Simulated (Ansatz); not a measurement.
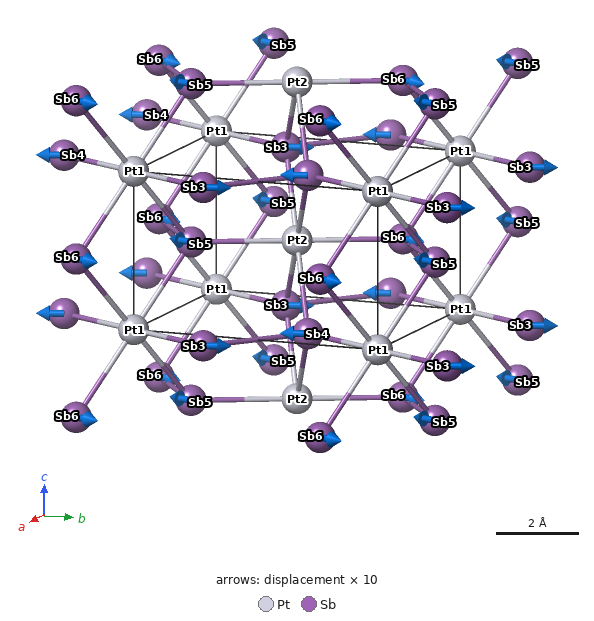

A relaxation of solid Sb$_{2}$Pt (a generated structure, set up in Pnnm) (coarse preliminary run). The starting structure is drawn; blue arrows show the displacements (the part carried along by the change of the cell is left out), 10 times their true length.

Style: ball-and-stick. Shown: the cell of the calculation, slightly off an axis.

Case: Ni → Pt on all its sites, cell and atoms relaxed.

Computed with DFT r2SCAN, scalar-relativistic, plane waves, PAW in Ansatz 0.2.0. Set-up: plane-wave cutoff 500 eV; k-point mesh 4 × 4 × 6; occupations gaussian; smearing width 0.1 eV; no spin polarisation; cell and atoms relaxed; force threshold 0.05 eV/Å; at most 60 steps.

Question: Describe the change and its energy.

Answer: After 3 accepted moves (5 points after the start) the energy has fallen by 65.5 meV per atom. The largest force component goes from 0.69 to 0.022 eV/Å. Pressure: 8.48 GPa at the start and 0.11 GPa at the end. The line search rejected the trial step at point 3 of the run. The SCF was repeated once at an unchanged geometry on a basis and grid sized afresh for the cell, which shifted the energy by 0.3 meV per atom at most. The largest moves relative to the cell, 0.069 Å, are those of Sb3, Sb4, Sb5 and Sb6. Sb6 goes along [1 3 0]. Pt stays in place. The drawn cell changes as follows: a 5.309 → 5.314 Å (+0.1 %), b 6.432 → 6.498 Å (+1.0 %), c 3.941 → 4.133 Å (+4.9 %); the volume changes by +6.0 %. Some distances before and after: Sb3–Sb4 2.945 → 2.844 Å, Pt1–Sb3 2.592 → 2.663 Å, Pt1–Sb5 2.630 → 2.697 Å. Bond angles that change, for instance: Sb5–Pt1–Sb6 82.9° → 79.9°, Pt2–Sb3–Pt2 97.1° → 100.1°, Sb5–Pt1–Sb5 97.1° → 100.1°. The space group stays Pnnm (No. 58). Cost: 70 s on 1 thread of AMD EPYC 9R45 96-Core Processor (Zen 5), with other jobs on the host, peak memory 0.85 GiB.
